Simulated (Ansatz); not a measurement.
# Run report: C$_{21}$O, geometry relaxation (part 2 of 3)

The same run, continued: C$_{21}$O (slab, 22 atoms in the cell); DFT PBE, scalar-relativistic, plane waves, PAW, PAW set soft_1, no spin polarisation (Ansatz 0.2.0); cutoff 420 eV, 5×8×1 k-mesh, Gaussian smearing of 0.05 eV. The structure derives from an entry of the Crystallography Open Database. The input holds or restrains some coordinates. Forces given for the steps count only the free coordinates.

Geometry of the input (Å; fractional positions):
```
5.0509  0.0000  0.0000
0.0000  3.5715  0.0000
0.0000  0.0000  21.5290
C  0.2500  0.0000  0.1858
C  0.7500  0.0000  0.1858
C  0.0000  0.2500  0.1858
C  0.5000  0.2500  0.1858
C  0.0000  0.5000  0.2444
C  0.5000  0.5000  0.2444
C  0.2500  0.7500  0.2444
C  0.7500  0.7500  0.2444
C  0.2500  0.0025  0.3028
C  0.7500  0.0025  0.3028
C  0.0000  0.2475  0.3028
C  0.5000  0.2475  0.3028
C  0.0000  0.5097  0.3631
C  0.5000  0.5097  0.3631
C  0.2500  0.7403  0.3631
C  0.7500  0.7403  0.3631
C  0.2500  0.0295  0.4124
C  0.7500  0.0295  0.4124
C  0.0000  0.2205  0.4124
C  0.5000  0.2205  0.4124
C  0.3750  0.5295  0.4932
O  0.3750  0.5295  0.5467
```

## What the program printed, continued
```
SCF iter   1: F=—  HF=-5819.461748 eV  |F-HF|=—  |Δ(HF+E_count)|=         —  Δρ=4.67e-3  dr2=2.45e-2  ethr=2.23e-4  p=0.010 e·Å  D=4.72e-3 V/Å  ΔV_dip=-0.10 eV  dr2_dipole=6.82e-4  V_vac-E_F(+/−)=5.98/6.08 eV  ⟨swp⟩=4.7  Hψ=4379  notcnv=0  defer=312
efield: sawtooth ramp at fractional position 0.8462 (handed on by an earlier solve), width 0.0400; the density the first Hamiltonian is built on has a dipole p = 0.010 e·Å; the dipole correction subtracts the counter field D = 4.72e-3 V/Å, which shifts the + side's vacuum level by -0.10 eV against the − side's; the planar-averaged density in the ramp window peaks in size at 5.5e-7 e/Å³
preconditioner: auto → LDOS  [insulator: Δε(μ)=0.070 eV  Ē_g=15.059 eV  σ=0.050 eV  W_gap=0.66  n_scr=54 (ndim 8)  ℏωp=17.9 eV  f_vac=0.573  D(μ)=3.70/eV (n_scr^D=14)  ε∞_Penn≈2.4  β→1.0]
SCF iter   2: F=—  HF=-5819.460915 eV  |F-HF|=—  |Δ(HF+E_count)|=   8.33e-4  Δρ=1.72e-3  dr2=1.40e-2  ethr=2.72e-5  p=0.025 e·Å  D=1.18e-2 V/Å  ΔV_dip=-0.25 eV  dr2_dipole=3.65e-4  V_vac-E_F(+/−)=5.83/6.09 eV  ⟨swp⟩=2.0  Hψ=2690  notcnv=0  defer=335
SCF iter   3: F=—  HF=-5819.459169 eV  |F-HF|=—  |Δ(HF+E_count)|=   1.75e-3  Δρ=1.21e-3  dr2=6.66e-3  ethr=1.56e-5  p=0.023 e·Å  D=1.06e-2 V/Å  ΔV_dip=-0.23 eV  dr2_dipole=7.69e-6  V_vac-E_F(+/−)=5.86/6.09 eV  ⟨swp⟩=2.1  Hψ=2107  notcnv=0  defer=335
SCF iter   4: F=—  HF=-5819.457905 eV  |F-HF|=—  |Δ(HF+E_count)|=   1.26e-3  Δρ=2.95e-4  dr2=5.23e-4  ethr=7.40e-6  p=0.021 e·Å  D=9.60e-3 V/Å  ΔV_dip=-0.21 eV  dr2_dipole=7.77e-6  V_vac-E_F(+/−)=5.88/6.09 eV  ⟨swp⟩=2.0  Hψ=1843  notcnv=0  defer=335
SCF iter   5: F=-5819.457792 eV  HF=-5819.457810 eV  |F-HF|=1.80e-5  |Δ(HF+E_count)|=   9.50e-5  Δρ=7.60e-5  dr2=2.25e-5  ethr=1.11e-7  p=0.021 e·Å  D=9.84e-3 V/Å  ΔV_dip=-0.21 eV  dr2_dipole=1.42e-7  V_vac-E_F(+/−)=5.87/6.09 eV  ⟨swp⟩=24.8  Hψ=17890  notcnv=0
SCF 5 converged in 5 iterations: F = -5819.457792 eV  dr2 = 2.25e-5
  greatest PAW one-centre occupation: 0.889 electrons in one spin orbital (limit 2), on the O atom at site 21 (counted from 0), in its partial waves of l = 0
relax step   5: F+E_penalty+E_count = -5819.45779247 eV  Δ(F+E_penalty+E_count) = -9.438e-3 eV  max|allowed force component| = 1.389e-1 eV/Å  Δτ_max = 0.0584 Å  (5 SCF iters, dr2 threshold 1.00e-4 eV, accepted)
SCF iter   1: F=—  HF=-5819.457822 eV  |F-HF|=—  |Δ(HF+E_count)|=         —  Δρ=6.61e-4  dr2=4.36e-4  ethr=5.50e-6  p=0.021 e·Å  D=9.84e-3 V/Å  ΔV_dip=-0.21 eV  dr2_dipole=6.03e-6  V_vac-E_F(+/−)=5.87/6.09 eV  ⟨swp⟩=3.0  Hψ=3476  notcnv=0  defer=264
efield: sawtooth ramp at fractional position 0.8462 (handed on by an earlier solve), width 0.0400; the density the first Hamiltonian is built on has a dipole p = 0.021 e·Å; the dipole correction subtracts the counter field D = 9.84e-3 V/Å, which shifts the + side's vacuum level by -0.21 eV against the − side's; the planar-averaged density in the ramp window peaks in size at 4.5e-7 e/Å³
preconditioner: auto → LDOS  [insulator: Δε(μ)=0.071 eV  Ē_g=15.048 eV  σ=0.050 eV  W_gap=0.66  n_scr=54 (ndim 8)  ℏωp=17.9 eV  f_vac=0.573  D(μ)=3.62/eV (n_scr^D=14)  ε∞_Penn≈2.4  β→1.0]
SCF iter   2: F=—  HF=-5819.458102 eV  |F-HF|=—  |Δ(HF+E_count)|=   2.80e-4  Δρ=1.36e-4  dr2=9.98e-5  ethr=4.84e-7  p=0.019 e·Å  D=8.65e-3 V/Å  ΔV_dip=-0.19 eV  dr2_dipole=6.95e-6  V_vac-E_F(+/−)=5.90/6.09 eV  ⟨swp⟩=2.0  Hψ=2563  notcnv=0  defer=274
SCF iter   3: F=—  HF=-5819.458091 eV  |F-HF|=—  |Δ(HF+E_count)|=   1.19e-5  Δρ=9.60e-5  dr2=5.35e-5  ethr=1.11e-7  p=0.020 e·Å  D=9.18e-3 V/Å  ΔV_dip=-0.20 eV  dr2_dipole=2.25e-7  V_vac-E_F(+/−)=5.89/6.09 eV  ⟨swp⟩=2.1  Hψ=1997  notcnv=0  defer=274
SCF iter   4: F=—  HF=-5819.458081 eV  |F-HF|=—  |Δ(HF+E_count)|=   9.76e-6  Δρ=1.90e-5  dr2=3.40e-6  ethr=5.94e-8  p=0.020 e·Å  D=9.19e-3 V/Å  ΔV_dip=-0.20 eV  dr2_dipole=4.15e-7  V_vac-E_F(+/−)=5.89/6.09 eV  ⟨swp⟩=2.0  Hψ=1971  notcnv=0  defer=274
SCF iter   5: F=-5819.458080 eV  HF=-5819.458081 eV  |F-HF|=1.40e-7  |Δ(HF+E_count)|=   2.73e-7  Δρ=7.96e-6  dr2=2.19e-7  ethr=1.34e-9  p=0.020 e·Å  D=9.11e-3 V/Å  ΔV_dip=-0.20 eV  dr2_dipole=6.62e-9  V_vac-E_F(+/−)=5.89/6.09 eV  ⟨swp⟩=21.5  Hψ=14842  notcnv=0
SCF 6 converged in 5 iterations: F = -5819.458080 eV  dr2 = 2.19e-7
relax step   6: F+E_penalty+E_count = -5819.45808046 eV  Δ(F+E_penalty+E_count) = -2.880e-4 eV  max|allowed force component| = 1.873e-2 eV/Å  Δτ_max = 0.0084 Å  (5 SCF iters, dr2 threshold 1.21e-6 eV, accepted)
iter 1 solved again at ethr=2.50e-10 eV; its pass at ethr=3.10e-3 eV (dr2=2.25e-7 eV) is discarded
SCF iter   1: F=—  HF=-5819.457951 eV  |F-HF|=—  |Δ(HF+E_count)|=         —  Δρ=8.11e-6  dr2=2.21e-7  ethr=2.50e-10  p=0.020 e·Å  D=9.11e-3 V/Å  ΔV_dip=-0.20 eV  dr2_dipole=4.17e-9  V_vac-E_F(+/−)=5.89/6.09 eV  ⟨swp⟩=2.6  Hψ=4180  notcnv=0
efield: sawtooth ramp at fractional position 0.8462 (handed on by an earlier solve), width 0.0400; the density the first Hamiltonian is built on has a dipole p = 0.020 e·Å; the dipole correction subtracts the counter field D = 9.11e-3 V/Å, which shifts the + side's vacuum level by -0.20 eV against the − side's; the planar-averaged density in the ramp window peaks in size at 4.4e-7 e/Å³
preconditioner: auto → LDOS  [insulator: Δε(μ)=0.071 eV  Ē_g=15.050 eV  σ=0.050 eV  W_gap=0.66  n_scr=54 (ndim 8)  ℏωp=17.9 eV  f_vac=0.573  D(μ)=3.62/eV (n_scr^D=14)  ε∞_Penn≈2.4  β→1.0]
SCF iter   2: F=—  HF=-5819.458081 eV  |F-HF|=—  |Δ(HF+E_count)|=   1.29e-4  Δρ=1.33e-5  dr2=6.67e-7  ethr=2.45e-10  p=0.020 e·Å  D=9.09e-3 V/Å  ΔV_dip=-0.20 eV  dr2_dipole=1.55e-9  V_vac-E_F(+/−)=5.89/6.09 eV  ⟨swp⟩=3.0  Hψ=2895  notcnv=0
SCF iter   3: F=-5819.458081 eV  HF=-5819.458081 eV  |F-HF|=9.16e-10  |Δ(HF+E_count)|=   8.14e-8  Δρ=1.34e-6  dr2=8.81e-9  ethr=1.11e-10  p=0.020 e·Å  D=9.09e-3 V/Å  ΔV_dip=-0.20 eV  dr2_dipole=5.54e-10  V_vac-E_F(+/−)=5.89/6.09 eV  ⟨swp⟩=15.0  Hψ=12264  notcnv=0
SCF 7 converged in 3 iterations: F = -5819.458081 eV  dr2 = 8.81e-9
relax step   7: F+E_penalty+E_count = -5819.45808060 eV  Δ(F+E_penalty+E_count) = -1.384e-7 eV  max|allowed force component| = 1.891e-2 eV/Å  Δτ_max = 0.0000 Å  (3 SCF iters, accepted)
```

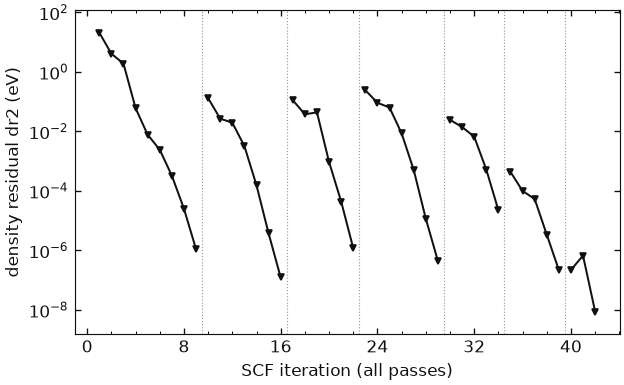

Convergence of the self-consistent field: density residual dr2 against the SCF iteration. The dotted lines part the SCF passes of the relaxation: geometry steps, rejected trials and re-solves on a re-selected basis. The 7 passes take 3 to 9 iterations each, 42 in all.

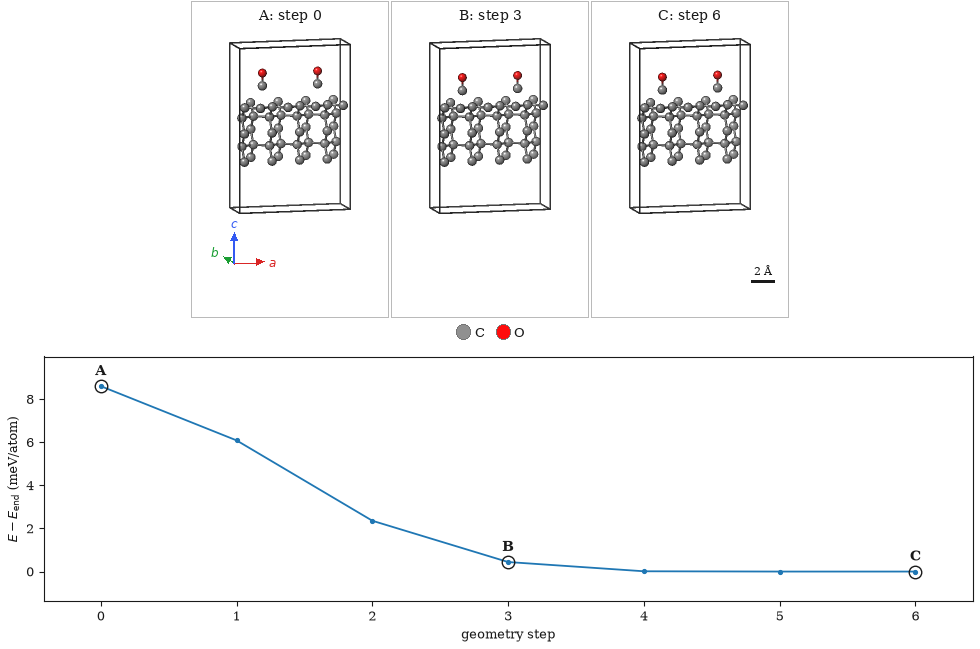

Frames of the restrained relaxation (ball-and-stick view of the 2 × 1 repeat of the cell, with the vacuum cut short (origin shifted), seen slightly off an axis) above the curves, on which the letters mark them (the first geometry is step 0 here and step 1 in the log).

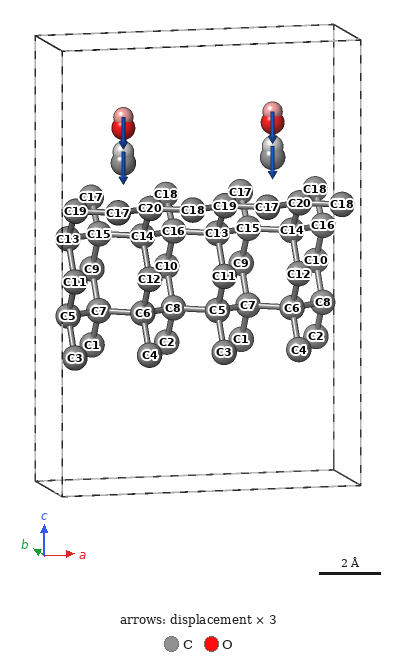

Start (faint) and end (solid) with the displacements as blue arrows, magnified 3 times (ball-and-stick view of the 2 × 1 repeat of the cell, with the vacuum cut short (origin shifted), seen slightly off an axis). C21 moves most: 0.37 Å. Largest moves by element: C 0.37 Å, O 0.36 Å. The cell doesn't change. Distances before and after: C21–O22 1.150 → 1.158 Å. The energy falls by 8.6 meV per atom in 6 geometry steps. Largest force component: 0.32 eV/Å at the start, 0.019 eV/Å at the end. (Atoms are counted from 1 in the order of the input.)

```
WARN: The output density's exchange-correlation potential varies sharply where the density is thin. Do not read a vacuum level from v_tot or v_xc, or from such a field of the output density. On a cell that repeats whose density bears no net charge and no dipole along the vacuum's axis use v_es (v_loc + v_h of the components); under efield.dipole_correction with no amplitude use v_es + v_field, which holds any external_charges[].barrier, or the levels of the report's work_function block, which leave it out; under a non-zero efield.amplitude the vacuum is tilted and has no level; on a cell that repeats and bears such a dipole with no correction it is tilted too, and efield.dipole_correction with no amplitude gives each side of its ramp a level where efield: is served; in a cell that repeats whose density bears a net charge (total_charge, or a fill off its count) it is curved and has none; of a slab under crystal.periodic whose density bears no net charge use v_es, which has a level on each side, short of where the two are joined; of another it falls or rises all the way out and has none; of a slab beside external_charges read slab_vacuum_level instead, which it has where they leave it neutral. The grid or the basis barely resolves most such structure, and the values can differ between equally converged runs; as a rule a tighter scf.convergence.dr2_threshold does not remove it. Where the density itself ripples (under the LDA too) a higher basis.ecutwfc lessens it. The files hold the spikes' plane waves up to the density's cutoff. Files: v_tot_of_output_density and the like, and their columns of v_z.tsv (output.write_potential); v_xc_of_output_density and the like, and their columns of v_comp_z.tsv (output.write_potential_components). Measured: with its Gaussian average of σ = 0.25 Å subtracted twice, the exchange-correlation potential is over 0.1 eV at 269 of the grid points where the equally averaged density (valence and model cores) is under 1e-3 e/Å³, and 0.509 eV at the most among them, at an averaged density of 8.8e-4 e/Å³. The input density's (outcome.potential() and, of a run that writes arrays, v_tot and v_xc) is over 0.1 eV, so measured, at 269 points of its own thin density, 0.509 eV at the most. See output.write_potential in the manual, Limitations
SCF converged after 3 iterations
Free energy (F): -5819.458081 eV
Harris-Foulkes:  -5819.458081 eV  (|F-HF|=9.16e-10)
Internal energy: -5819.453554 eV  (E = F + TS)
E sigma→0 (E₀):  -5819.455817 eV
Entropy (-TS):   -0.004527 eV (-0.206 meV/atom)
Fermi energy:    0.343354 eV
Dipole field:    D = 0.009109 V/Å  (p = 0.019550 e·Å, saw-weighted, corrected)
Work function:   Φ+ = 5.8906 eV   Φ− = 6.0867 eV
Levels:          The Fermi level and band energies are counted from a zero that moves with the ramp; work functions are not
--- Per-component energies (eV) ---
  E_band       = -782.198637
  E_kinetic    = 2015.490972
  E_local      = -63791.989541  (includes V_loc(G=0)·N_el)
  E_nonlocal   = 540.947976
  E_hartree    = 30980.363683
  E_xc         = -1056.789107
  E_vxc        = -1305.912268  (∫ρ·V_xc dr)
  E_paw        = -2259.719863  (= ΣΔE_a)
  E_vpaw       = -202.184773  (= ΣTr[D̂ρ^β])
  E_aug_tail   = 0.001176  (compensation charges beyond the density's cutoff)
  E_efield     = 0.000089  (sawtooth field / dipole correction)
  E_vefield    = 0.733422  (∫n·V_field dr)
  E_ewald      = 27752.241061
  E_smearing   = -0.004527  (= −TS)
  E_closure    = 0.000000  (closes the sum)
  Σ components = -5819.458081   (vs F -5819.458081, Δ=0.00e0)
--- Forces (eV/Å), atoms counted from 1 ---
  atom   1  C     -0.11115600     4.54013275     1.07605840
  atom   2  C     -0.13260077     4.21861240     1.13455878
  atom   3  C      0.15716778    -4.27784665     1.11412090
  atom   4  C      0.08429698    -4.47791811     1.05930562
  atom   5  C     -0.01354285     0.93723529    -1.13189105
  atom   6  C      0.04141225     0.94483702    -1.19484483
  atom   7  C     -0.01952336    -0.97579357    -1.19865855
  atom   8  C     -0.01050186    -0.92632286    -1.11172215
  atom   9  C     -0.02021126    -0.28759879    -0.13463981
  atom  10  C     -0.03175740    -0.06723421    -0.09555964
  atom  11  C      0.01445155     0.03392096     0.05678112
  atom  12  C      0.03598355     0.38499646     0.03241321
  atom  13  C      0.02927461    -0.07571053    -0.37346194
  atom  14  C     -0.07583231    -0.97875466    -2.24580581
  atom  15  C      0.07729833     0.97025945    -1.31837148
  atom  16  C     -0.09781590     0.29133092    -0.18190645
  atom  17  C     -0.47299694    -3.40905833     0.31447885
  atom  18  C      1.17841605    -0.29365081     0.94851194
  atom  19  C     -0.49270648    -0.04823357     1.16601056
  atom  20  C     -0.78586153     2.96397299     2.08792597
  atom  21  C      0.55725521     0.78901977     0.01560970
  atom  22  O      0.08895119    -0.25619976    -0.01891481
  max |Σ_I F_I| component: 3.85e-6 eV/Å
--- Band table (eV; the first three rows and the last of 21) ---
  k-point 0: bands = ["-23.0487", "-21.2584", "-19.3898", "-16.8989", "-16.8414", "-16.3750", "-15.1027", "-15.0530", "-13.7096", "-12.7642", "-12.5546", "-12.2489", "-12.1733", "-10.8329", "-9.9897", "-9.8228", "-9.1422", "-8.8158", "-8.8046", "-8.1743", "-7.8410", "-7.7866", "-7.7236", "-7.5244", "-6.9020", "-6.8685", "-6.7754", "-6.3159", "-5.9773", "-5.8693", "-5.8067", "-5.4950", "-5.3389", "-5.1664", "-4.7348", "-4.7135", "-3.7637", "-3.3268", "-3.1457", "-1.8934", "-1.0579", "-0.7857", "-0.4801", "-0.0974", "0.1672", "0.2403", "1.3569", "1.9326", "2.7262", "3.6317", "4.6759", "5.1147", "5.5748", "5.6168", "5.8504", "5.8846", "6.3562", "6.4105", "6.4209", "6.5028", "6.8287", "6.9746", "7.5723", "7.7155", "8.0628", "8.2885", "8.3562"]
  k-point 1: bands = ["-23.0424", "-21.1174", "-19.2542", "-16.7775", "-16.7180", "-16.2750", "-14.9953", "-14.9388", "-14.6575", "-13.7744", "-12.2308", "-12.1081", "-11.4313", "-10.7203", "-10.4510", "-10.4000", "-9.6033", "-9.5575", "-9.1282", "-8.6156", "-7.6152", "-7.3226", "-7.2864", "-6.8330", "-6.6420", "-6.5444", "-6.5232", "-6.3519", "-6.0874", "-6.0108", "-5.8199", "-5.4727", "-5.2662", "-5.0613", "-4.5965", "-4.5307", "-3.8311", "-3.3150", "-2.9365", "-2.0844", "-0.9378", "-0.7896", "-0.5637", "-0.2830", "0.2333", "0.2980", "1.1725", "1.7555", "2.8115", "3.6026", "4.7616", "5.2803", "5.6649", "5.9973", "6.0566", "6.1240", "6.4288", "6.4881", "6.6197", "6.8008", "6.8466", "7.2112", "7.6269", "7.7859", "8.2871", "8.4089", "8.8610"]
```
